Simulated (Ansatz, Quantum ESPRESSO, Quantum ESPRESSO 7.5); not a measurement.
## Evanescent states of BAs, zinc blende type, lattice constant set to 4.533 Å

Wanted: the complex band structure of BAs, zinc blende type, lattice constant set to 4.533 Å, as for a tunnel barrier.

Method: plane-wave DFT, PBEsol, GBRV ultrasoft pseudopotentials (cross-check by Ansatz 0.2.0 with PAW datasets), in Quantum ESPRESSO 7.5.

## 1. Starting point

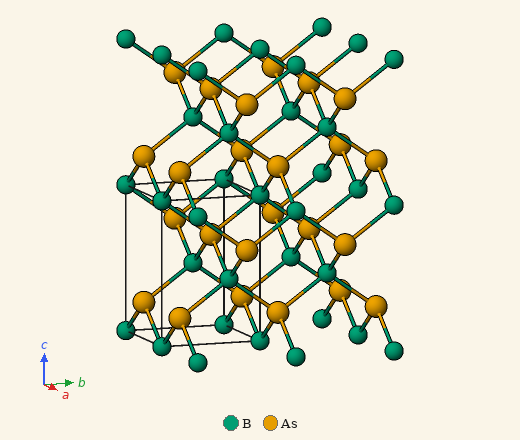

The cell as given, from the side, with the c axis up (boron teal, arsenic orange). 2×2×2 cells are drawn. Some periodic images of atoms are drawn too.

## 2. Ground state

pwcond needs a cell whose third axis lies along the current and stands perpendicular to the other two.

The input, scf.in:

```
&control
  prefix = 'scf'
  outdir = './out'
  pseudo_dir = './pseudo'
  calculation = 'scf'
  tprnfor = .true.
/
&system
  ibrav = 0
  nat = 4
  ntyp = 2
  ecutwfc = 40
  ecutrho = 200
  occupations = 'fixed'
  nbnd = 12
/
&electrons
  conv_thr = 1e-09
  mixing_beta = 0.6
  electron_maxstep = 120
/
ATOMIC_SPECIES
  B   10.8100  b_pbesol_v1.4.uspp.F.UPF
  As  74.9216  as_pbesol_v1.uspp.F.UPF
CELL_PARAMETERS angstrom
  3.20531503911862 0.00000000000000 0.00000000000000
  0.00000000000000 3.20531503911862 0.00000000000000
  0.00000000000000 0.00000000000000 4.53300000000000
ATOMIC_POSITIONS crystal
  B   0.000000000000 0.000000000000 0.000000000000
  As  0.500000000000 0.000000000000 0.250000000000
  B   0.500000000000 0.500000000000 0.500000000000
  As  0.000000000000 0.500000000000 0.750000000000
K_POINTS automatic
  8 8 6 0 0 0
```

Started as:

```
$ OMP_NUM_THREADS=1 mpirun -n 2 pw.x -nk 2 -in scf.in > scf.out
```

What it wrote:

```text
Program PWSCF v.7.5 starts
[citation notice left out]

     Parallel version (MPI & OpenMP), running on       2 processor cores
     Number of MPI processes:                 2
     Threads/MPI process:                     1

     MPI processes distributed on     1 nodes
[...]
Current dimensions of program PWSCF are:
     Max number of different atomic species (ntypx) = 10
     Max number of k-points (npk) =  40000
     Max angular momentum in pseudopotentials (lmaxx) =  4
     Found identity + ( -0.5000 -0.5000 -0.5000) symmetry
     This is a supercell, fractional translations are disabled
     Message from routine setup:
     using ibrav=0 with symmetry is DISCOURAGED, use correct ibrav instead

     K-points division:     npool     =       2
     Subspace diagonalization in iterative solution of the eigenvalue problem:
     a serial algorithm will be used

     G-vector sticks info
     --------------------
     sticks:   dense  smooth     PW     G-vecs:    dense   smooth      PW
     Sum         593     473    145                15071    10739    1923

     Using Slab Decomposition

     bravais-lattice index     =            0
     lattice parameter (alat)  =       6.0572  a.u.
     unit-cell volume          =     314.2851 (a.u.)^3
     number of atoms/cell      =            4
     number of atomic types    =            2
     number of electrons       =        16.00
     number of Kohn-Sham states=           12
     kinetic-energy cutoff     =      40.0000  Ry
     charge density cutoff     =     200.0000  Ry
     scf convergence threshold =      1.0E-09
     mixing beta               =       0.6000
     number of iterations used =            8  plain     mixing
     Exchange-correlation= SLA  PW   PSX  PSC
                           (   1   4  10   8   0   0   0)

     celldm(1)=   6.057168  celldm(2)=   0.000000  celldm(3)=   0.000000
     celldm(4)=   0.000000  celldm(5)=   0.000000  celldm(6)=   0.000000

     crystal axes: (cart. coord. in units of alat)
               a(1) = (   1.000000   0.000000   0.000000 )
               a(2) = (   0.000000   1.000000   0.000000 )
               a(3) = (   0.000000   0.000000   1.414214 )

     reciprocal axes: (cart. coord. in units 2 pi/alat)
               b(1) = (  1.000000  0.000000  0.000000 )
               b(2) = (  0.000000  1.000000  0.000000 )
               b(3) = (  0.000000  0.000000  0.707107 )

     PseudoPot. # 1 for B  read from file:
     ./pseudo/b_pbesol_v1.4.uspp.F.UPF
     Pseudo is Ultrasoft + core correction, Zval =  3.0
     Generated by new atomic code, or converted to UPF format
     Using radial grid of  781 points,  4 beta functions with:
                l(1) =   0
                l(2) =   0
                l(3) =   1
                l(4) =   1
     Q(r) pseudized with  8 coefficients,  rinner =    1.100   1.100   1.100

     PseudoPot. # 2 for As read from file:
     ./pseudo/as_pbesol_v1.uspp.F.UPF
     Pseudo is Ultrasoft + core correction, Zval =  5.0
     Generated by new atomic code, or converted to UPF format
     Using radial grid of  875 points,  6 beta functions with:
                l(1) =   0
                l(2) =   0
                l(3) =   1
                l(4) =   1
                l(5) =   2
                l(6) =   2
     Q(r) pseudized with  8 coefficients,  rinner =    1.300   1.300   1.300
                                                       1.300   1.300

     atomic species   valence    mass     pseudopotential
     B                 3.00    10.81000     B ( 1.00)
     As                5.00    74.92160     As( 1.00)

      8 Sym. Ops. (no inversion) found

   Cartesian axes

     site n.     atom                  positions (alat units)
         1        B      tau(   1) = (   0.0000000   0.0000000   0.0000000  )
         2        As     tau(   2) = (   0.5000000   0.0000000   0.3535534  )
         3        B      tau(   3) = (   0.5000000   0.5000000   0.7071068  )
         4        As     tau(   4) = (   0.0000000   0.5000000   1.0606602  )

     number of k points=    60
                       cart. coord. in units 2pi/alat
        k(    1) = (   0.0000000   0.0000000   0.0000000), wk =   0.0052083
        k(    2) = (   0.0000000   0.0000000   0.1178511), wk =   0.0104167
        k(    3) = (   0.0000000   0.0000000   0.2357023), wk =   0.0104167
        k(    4) = (   0.0000000   0.0000000  -0.3535534), wk =   0.0052083
        k(    5) = (   0.0000000   0.1250000   0.0000000), wk =   0.0208333
        k(    6) = (   0.0000000   0.1250000   0.1178511), wk =   0.0416667
        k(    7) = (   0.0000000   0.1250000   0.2357023), wk =   0.0416667
        k(    8) = (   0.0000000   0.1250000  -0.3535534), wk =   0.0208333
        k(    9) = (   0.0000000   0.2500000   0.0000000), wk =   0.0208333
        k(   10) = (   0.0000000   0.2500000   0.1178511), wk =   0.0416667
[...]
k(   60) = (  -0.5000000  -0.5000000  -0.3535534), wk =   0.0052083

     Dense  grid:    15071 G-vectors     FFT dimensions: (  27,  27,  40)

     Smooth grid:    10739 G-vectors     FFT dimensions: (  25,  25,  36)

     Estimated max dynamical RAM per process >      41.62 MB

     Estimated total dynamical RAM >      79.57 MB

     Initial potential from superposition of free atoms

     starting charge      15.9990, renormalised to      16.0000
     Starting wfcs are   16 randomized atomic wfcs

     total cpu time spent up to now is        1.0 secs

     per-process dynamical memory:    23.0 Mb

     Self-consistent Calculation

     iteration #  1     ecut=    40.00 Ry     beta= 0.60
     Davidson diagonalization with overlap
     ethr =  1.00E-02,  avg # of iterations =  3.0

     total cpu time spent up to now is        2.3 secs

     total energy              =     -92.54722866 Ry
     estimated scf accuracy    <       0.39458460 Ry

     iteration #  2     ecut=    40.00 Ry     beta= 0.60
[...]
total energy              =     -92.63127692 Ry
     estimated scf accuracy    <       0.02785679 Ry

     iteration #  3     ecut=    40.00 Ry     beta= 0.60
[...]
total energy              =     -92.63469279 Ry
     estimated scf accuracy    <       0.00155768 Ry

     iteration #  4     ecut=    40.00 Ry     beta= 0.60
[...]
c_bands:  2 eigenvalues not converged
     c_bands:  1 eigenvalues not converged
[...]
total energy              =     -92.63509996 Ry
     estimated scf accuracy    <       0.00023680 Ry

     iteration #  5     ecut=    40.00 Ry     beta= 0.60
[...]
total energy              =     -92.63518404 Ry
     estimated scf accuracy    <       0.00001924 Ry

     iteration #  6     ecut=    40.00 Ry     beta= 0.60
[...]
total energy              =     -92.63520040 Ry
     estimated scf accuracy    <       0.00000038 Ry

     iteration #  7     ecut=    40.00 Ry     beta= 0.60
[...]
total energy              =     -92.63520138 Ry
     estimated scf accuracy    <       0.00000023 Ry

     iteration #  8     ecut=    40.00 Ry     beta= 0.60
[...]
total energy              =     -92.63520139 Ry
     estimated scf accuracy    <       0.00000004 Ry

     iteration #  9     ecut=    40.00 Ry     beta= 0.60
[...]
total energy              =     -92.63520139 Ry
     estimated scf accuracy    <       0.00000003 Ry

     iteration # 10     ecut=    40.00 Ry     beta= 0.60
[...]
total energy              =     -92.63520138 Ry
     estimated scf accuracy    <       0.00000001 Ry

     iteration # 11     ecut=    40.00 Ry     beta= 0.60
[...]
End of self-consistent calculation

          k = 0.0000 0.0000 0.0000 (  1337 PWs)   bands (ev):

    -6.1413  -1.0896   1.3672   6.0465   6.0465  10.8354  10.8354  10.8354
    11.9499  11.9904  14.3246  14.3246

          k = 0.0000 0.0000 0.1179 (  1345 PWs)   bands (ev):

    -5.9661  -2.0405   2.5385   6.2271   6.2271  10.0729  10.0729  10.1885
    11.7445  12.6326  13.8778  15.2811

          k = 0.0000 0.0000 0.2357 (  1345 PWs)   bands (ev):

    -5.4435  -3.4187   4.5444   6.7630   6.7630   8.6262   8.7868   8.7868
    11.8947  13.0732  13.7967  17.1301

          k = 0.0000 0.0000-0.3536 (  1362 PWs)   bands (ev):

    -4.5848  -4.5848   6.6527   6.6529   7.6331   7.6331   7.6332   7.6332
    12.3620  12.3621  15.4906  15.4906

          k = 0.0000 0.1250 0.0000 (  1334 PWs)   bands (ev):

    -5.9444  -1.0319   1.5083   5.0034   6.2244   9.5217   9.9130  10.7157
    12.1479  13.5707  14.5302  14.7096

          k = 0.0000 0.1250 0.1179 (  1337 PWs)   bands (ev):

    -5.7703  -1.9177   2.5138   5.2918   6.4008   8.3069  10.0565  10.3160
    12.2668  13.8698  14.7399  15.0625

[...]
highest occupied, lowest unoccupied level (ev):    10.8354   11.7445

!    total energy              =     -92.63520138 Ry
     estimated scf accuracy    <          5.5E-11 Ry

     The total energy is the sum of the following terms:
     one-electron contribution =      16.24176151 Ry
     hartree contribution      =       2.20557634 Ry
     xc contribution           =     -69.06977018 Ry
     ewald contribution        =     -42.01276906 Ry

     convergence has been achieved in  11 iterations

     Forces acting on atoms (cartesian axes, Ry/au):

     atom    1 type  1   force =     0.00000000    0.00000000    0.00000000
     atom    2 type  2   force =     0.00000000    0.00000000    0.00000858
     atom    3 type  1   force =     0.00000000    0.00000000    0.00000000
     atom    4 type  2   force =     0.00000000    0.00000000   -0.00000858

     Total force =     0.000012     Total SCF correction =     0.000007
     SCF correction compared to forces is large: reduce conv_thr to get better values

[...]
=------------------------------------------------------------------------------=
   JOB DONE.
=------------------------------------------------------------------------------=
```

Run time: 15 s. Hardware: 2 MPI ranks of Arm Neoverse N1, shared host; peak memory 0.16 GiB.

Numbers from this step:

| Quantity | Value |
| --- | --- |
| free energy | -1260.3661 eV |
| valence top, on the run's zero | 10.84 eV |
| conduction bottom, on the run's zero | 11.74 eV |
| gap by band count | 0.9091 eV |

The run needed 11 iterations to bring the estimated error under 1e-09 Ry.

[end of part 1 of 3]

[Logs are printed without paths, hosts, clocks, repeated set-up lines and the standing remarks that a program may print on its own settings, such as how far it seeks lower states.]

[Hosts, paths, dates, database ids (printed as entryN), source tags and the programs' standing remarks are cut or masked in the printed files.]

[Maps of the electrostatic potential energy from Ansatz leave out the sawtooth potential of an applied field or a dipole correction, so their vacuum need not be flat; planar profiles and work functions include it.]
